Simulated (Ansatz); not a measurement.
System: Ge17Se16 (cell with a defect).

```
CELL_PARAMETERS angstrom
0.00000 7.75943 -4.53425
0.00000 -7.75943 -4.53425
-11.19414 0.00000 0.00000
ATOMIC_POSITIONS crystal
Ge 0.21358 0.58823 0.87341
Ge 0.50419 0.39664 0.88516
Ge 0.96323 0.83858 0.87341
Ge 0.77164 0.12919 0.88516
Ge 0.01468 0.13738 0.13160
Ge 0.30681 0.93181 0.08119
Ge 0.76180 0.38680 0.13198
Ge 0.51238 0.63968 0.13160
Ge 0.10471 0.22516 0.64016
Ge 0.38036 0.00536 0.50699
Ge 0.86050 0.48550 0.63487
Ge 0.60016 0.72971 0.64016
Ge 0.13173 0.49905 0.37790
Ge 0.39512 0.26913 0.37997
Ge 0.87405 0.75673 0.37790
Ge 0.64413 0.02012 0.37997
Se 0.07856 0.45196 0.14798
Se 0.33921 0.21867 0.15355
Se 0.82696 0.70356 0.14798
Se 0.59367 0.96421 0.15355
Se 0.16807 0.27022 0.86964
Se 0.47307 0.09807 0.88129
Se 0.89396 0.51896 0.86513
Se 0.64522 0.79307 0.86964
Se 0.96627 0.08135 0.36423
Se 0.18334 0.80834 0.34769
Se 0.71042 0.33542 0.36241
Se 0.45635 0.59127 0.36423
Se 0.25258 0.59854 0.64213
Se 0.54409 0.41859 0.65601
Se 0.97354 0.87758 0.64213
Se 0.79359 0.16909 0.65601
Ge 0.24954 0.87454 0.71582
```

The calculation used DFT PBE, scalar-relativistic, plane waves, PAW in Ansatz 0.2.0.

**What can the converged valence pseudo-density and electron localisation function tell about the bonding?**

Ge–Se (2.61 Å): ρ at the midpoint is about 0.4 e/Å³; the ELF is about 0.65 at the midpoint.
Ge–Se (2.61 Å): ρ at the midpoint is about 0.4 e/Å³; the ELF is about 0.65 at the midpoint.

**Does the calculation give a band gap?**

It is gapped, with a Kohn–Sham gap of 0.50 eV on the k-point mesh, an upper bound to the gap of this method.

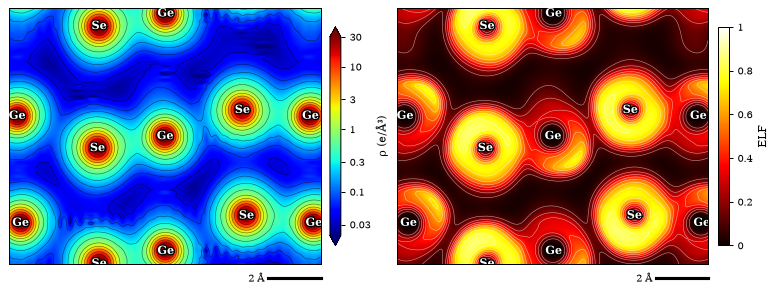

Computed valence pseudo-density and electron localisation function on the (11̄0) plane of the calculation cell, in this order. 
